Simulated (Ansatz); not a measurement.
Cell and atoms:

```cif
data_structure
_symmetry_space_group_name_H-M 'R 3 2 :H'
_symmetry_Int_Tables_number 155
_cell_length_a 4.9795
_cell_length_b 4.9795
_cell_length_c 13.1972
_cell_angle_alpha 90.000
_cell_angle_beta 90.000
_cell_angle_gamma 120.000
_cell_volume 283.39
loop_
_atom_site_label
_atom_site_type_symbol
_atom_site_symmetry_multiplicity
_atom_site_Wyckoff_symbol
_atom_site_fract_x
_atom_site_fract_y
_atom_site_fract_z
_atom_site_occupancy
Ti1 Ti 6 c 0.33333 0.66667 0.31788 1
Ti2 Ti 9 e 0.93796 0.66667 0.16667 1
Si1 Si 3 a 0.00000 0.00000 0.00000 1
```

Say what kind of structure these coordinates give.

Chemical formula Ti5Si. The lattice is rhombohedral (trigonal R) and the space group R32 (No. 155). Content of the cell: 15 Ti, 3 Si (Z = 3).

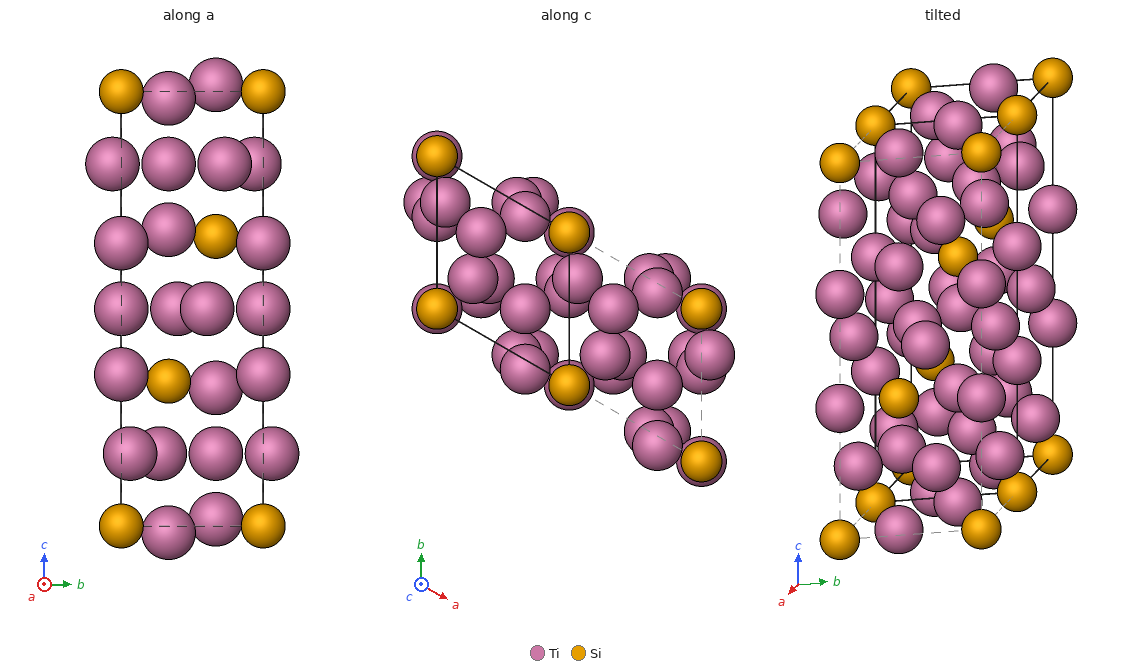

Crystal structure, spheres-only style, seen along the a axis, along the c axis and slightly off an axis. The solid box is one conventional unit cell, and 2×1×1 cells are shown. Colours: titanium pink, silicon orange.

The cell started as a structure listed in the Materials Project. Earlier steps of the study, as a rule a relaxation of our own, may have changed the cell and positions, so they can lie some per cent off the listed ones. An electronic-structure calculation with Ansatz was run on it.
